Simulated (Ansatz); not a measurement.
## Electronic structure of Ga$_{3}$AsP$_{2}$ in real space

```cif
data_structure
_symmetry_space_group_name_H-M 'P 1'
_symmetry_Int_Tables_number 1
_cell_length_a 3.9040
_cell_length_b 11.7125
_cell_length_c 5.5215
_cell_angle_alpha 90.000
_cell_angle_beta 90.000
_cell_angle_gamma 90.000
_cell_volume 252.48
loop_
_atom_site_label
_atom_site_type_symbol
_atom_site_fract_x
_atom_site_fract_y
_atom_site_fract_z
_atom_site_occupancy
P1 P 0.00000 0.33259 0.00032 1
P2 P 0.50000 0.83259 0.50032 1
Ga1 Ga 0.50000 0.32898 0.24440 1
Ga2 Ga 0.00000 0.82898 0.74440 1
P3 P 0.00000 0.66741 0.00032 1
P4 P 0.50000 0.16741 0.50032 1
Ga3 Ga 0.50000 0.67102 0.24440 1
Ga4 Ga 0.00000 0.17102 0.74440 1
As1 As 0.50000 0.50000 0.49922 1
As2 As 0.00000 0.00000 0.99922 1
Ga5 Ga 0.50000 0.00000 0.26134 1
Ga6 Ga 0.00000 0.50000 0.76134 1
```

Space group Imm2; started from the ordered alloy on zincblende lattice prototype, which need not be the ambient phase.

Level of theory: Ansatz, DFT, r2SCAN, plane waves, PAW.

Core electrons are frozen (PAW), and the valence fields are smoothed inside the atomic spheres.

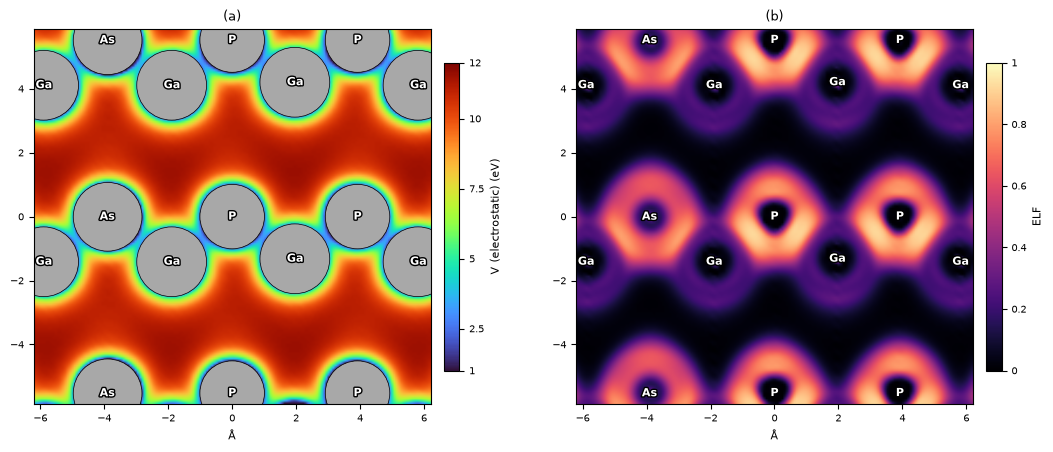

Figure 1. (a) electrostatic potential (local pseudopotential plus Hartree) felt by an electron; (b) electron localisation function on the (100) plane of the conventional cell. Grey discs cover the atomic cores in the potential map.

What do the fields say about this system?

The section cuts through P, Ga and As sites.
Ga–P (2.36 Å): the ELF peaks at about 0.90 in the valence shell of P, 0.8 Å from its nucleus, and is about 0.80 at the midpoint.
Ga–As (2.45 Å): the ELF peaks at about 0.80 between the atoms; a shared electron pair.
Outside the cores the potential energy rises away from the atoms and is highest about 2.4 Å from the nearest atoms; its zero is arbitrary.

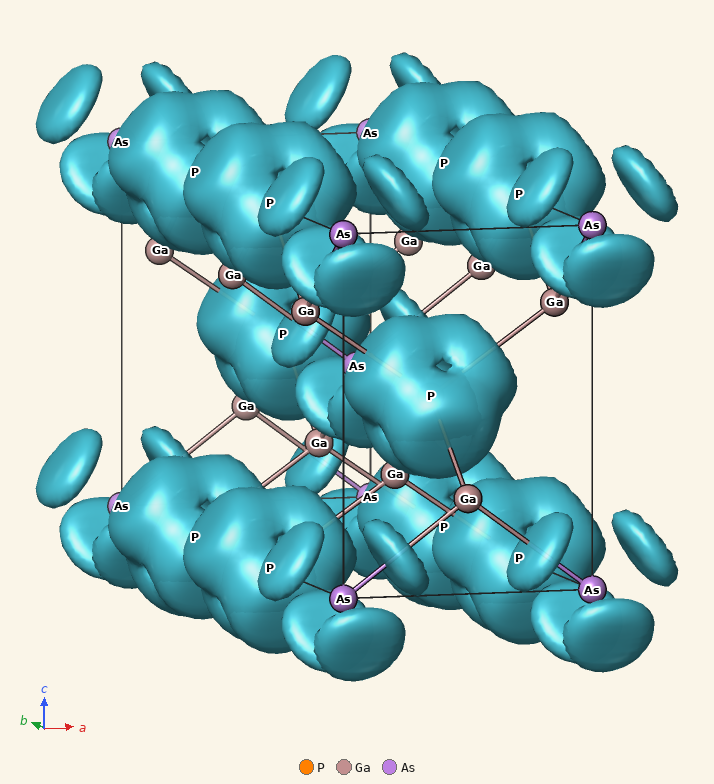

Figure 2. Isosurface of the electron localisation function at 0.7 (cyan), seen slightly off an axis. Core shells and regions of very low density are left out. Sticks mark near contacts.

Identify the bonds, lone pairs and shells in this picture.

The ELF exceeds this value in eight regions between bonded As–Ga atoms (shared pairs) and four regions on P in which the atom's valence shell and bonds are merged, counted in one cell of 12 atoms. Any copies at cell faces, edges or corners count once. Profiles from the grid: Ga–As (2.43 Å): the ELF peaks at about 0.80 between the atoms (a covalent bond).

Does the calculation give a band gap?

It is gapped, with a Kohn–Sham gap of 1.7 eV on the k-point mesh, an upper bound to the gap of this method.
